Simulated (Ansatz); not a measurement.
Consider Al9N (slab).

```
Al N
1.0
     2.83609    0.00000    0.00000
    -1.41804    2.45613    0.00000
     0.00000    0.00000   34.13783
Al N
9 1
Cartesian
  0.0000 1.6374 3.9999
  0.0000 0.0000 6.3305
  1.4181 0.8187 8.6611
  0.0000 0.0000 10.9914
  0.0000 1.6374 13.3025
  0.0000 0.0000 15.6123
  1.4181 0.8187 17.9589
  0.0000 0.0000 20.2840
  0.0000 1.6374 22.6378
  1.4180 0.0000 24.2030
```

A point of a scan over the structure, not its minimum; not relaxed (largest force 1.8 eV/Å); PAW files of the earlier set (soft_1).

All numbers below come from DFT PBEsol, scalar-relativistic, plane waves, PAW in Ansatz.

### What can the converged valence pseudo-density and electron localisation function tell about the bonding?

Al–N (1.77 Å): the density is about 0.85 e/Å³ at the midpoint; the ELF peaks at about 0.90 between the atoms.

### Metal or insulator at this level of theory?

It is metallic or semimetallic at this level of theory: no gap opens.

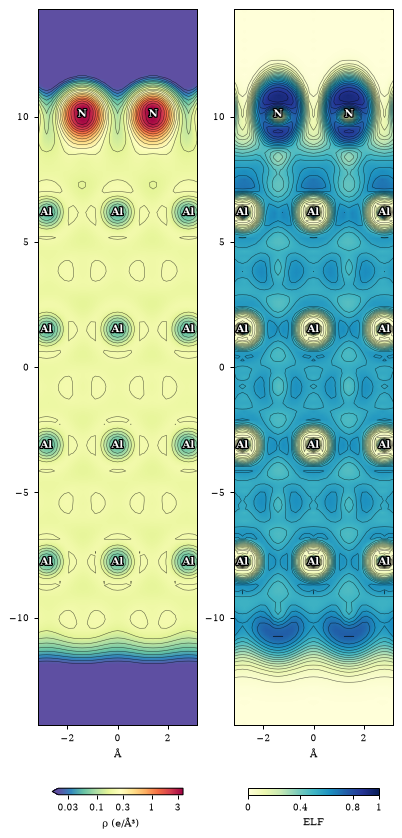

Computed valence pseudo-density and electron localisation function on the (010) plane of the calculation cell, a cut from vacuum to vacuum, in this order. Atoms just off the plane (Al, 0.8 Å away) can leave unmarked features too.

The density is the valence pseudo-density of a PAW calculation; it isn't the true density close to the nuclei.
